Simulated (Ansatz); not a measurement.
## Electronic structure of HW$_{16}$S$_{32}$ (cell with a defect) in real space

HW$_{16}$S$_{32}$ (cell with a defect), 49 atoms, a = 10.49 Å, b = 10.49 Å, c = 10.49 Å, α = 74.85°, β = 74.85°, γ = 74.85°.

Spin-polarised.

Level of theory: Ansatz, DFT PBE, scalar-relativistic, plane waves, PAW.

Core electrons are frozen (PAW), and the valence fields are smoothed inside the atomic spheres.

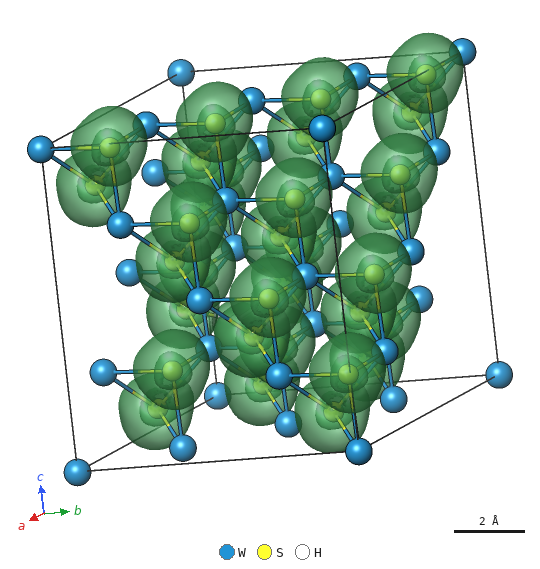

Figure 1. Isosurface of the electron localisation function at 0.7 (green), seen slightly off an axis. Core shells and regions of very low density are left out. Sticks mark near contacts.

Where are the electrons localised?

At this value the surface marks out 30 regions wrapped around S (the valence shell of each) and one joined region spread over several atoms (H, S), in which their bonds and any lone pairs are merged, counted in one cell of 49 atoms. Regions shared between cells count once.


S–H (1.79 Å): the ELF climbs to about 1 towards the hydrogen, as it does in any bond to H. W–S (2.41 Å): the ELF peaks at about 0.85 in the valence shell of S, 0.8 Å from its nucleus, and is about 0.50 at the midpoint.

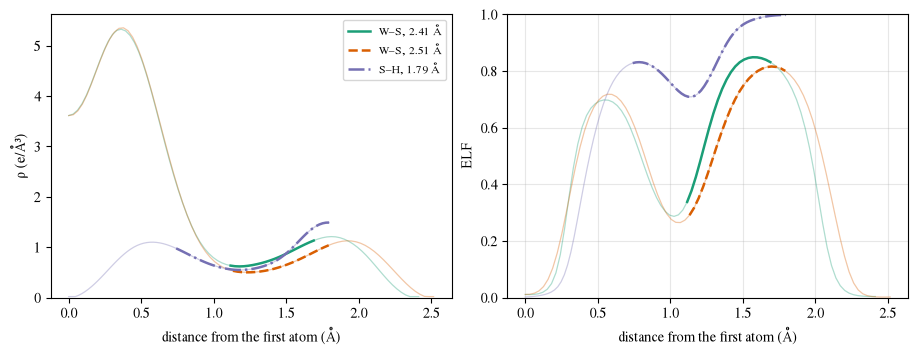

Figure 2. Valence electron density and ELF along straight lines between neighbouring atoms. Thin, pale parts lie inside the atomic spheres.

Compare the contacts.

W–S (2.41 Å): ρ is about 0.62 e/Å³ halfway; the ELF peaks at about 0.85 in the valence shell of S, 0.8 Å from its nucleus, and is about 0.50 at the midpoint.
W–S (2.51 Å): the density is about 0.5 e/Å³ at the midpoint; the ELF peaks at about 0.80 in the valence shell of S, 0.8 Å from its nucleus, and is about 0.45 at the midpoint.
S–H (1.79 Å): ρ is about 0.76 e/Å³ halfway; the ELF climbs to about 1 towards the hydrogen.

Does the calculation give a band gap?

It is gapped, with a Kohn–Sham gap of 0.42 eV on the k-point mesh, an upper bound to the gap of this method.
